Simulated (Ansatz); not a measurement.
# The potential step between two gates: 1T-CrSTe bilayer, AA

Two oppositely charged gates put a neutral stack in a displacement field D. The voltage between them is D/ε₀ times an electrical distance, shorter than the real one because the stack screens.

Set-up. Ansatz 0.2.0, plane waves with PAW datasets (its set soft_2), PBE-D3(BJ); isolated slab, charged sheets 4.5 Å from the outer atoms behind model barriers, atoms held. Voltages count from the uncharged case.

```tsv
run	D/ε₀ (V/nm)	step in an electron's potential, upper less lower gate (eV)
run 1	−3.619	−2.460
run 2	−1.810	−1.230
run 3	0.000	0.000
run 4	1.810	1.229
run 5	3.619	2.456
run 6	5.428	?
```

Q: Estimate the withheld value from the rows shown.

A least-squares line through the 5 rows shown has slope 0.6792 and intercept −0.0010; no row lies more than 0.001 eV off it. The size of the slope, 0.679 nm, is the electrical distance; the sheets are 1.807 nm apart, and screening reaches beyond the outer atoms. At 5.428 it gives 0.6792 × 5.428 + (−0.0010) = 3.686 eV, beyond the rows fitted. Rounding and scatter of the rows alone allow about ±0.002 eV there.

The run itself gives 3.683 eV: a miss of −0.003 eV, or 0.1 % of the value. Screening stays linear to within 1 % over this range.

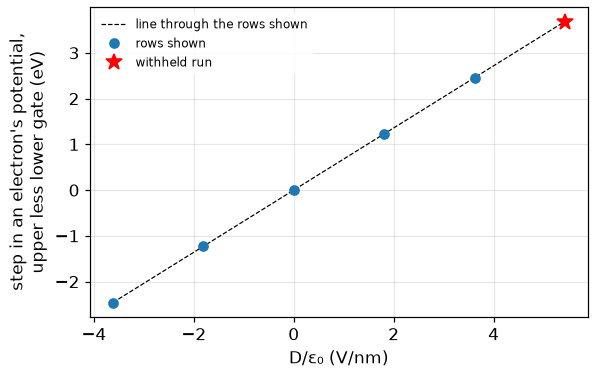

The fit and the withheld run.

**Limits.** The gates are model sheets, not atoms. Spin-orbit coupling is left out, which changes the bands of elements this heavy.

[Logs are printed without paths, hosts, clocks, repeated set-up lines and the standing remarks that a program may print on its own settings, such as how far it seeks lower states.]
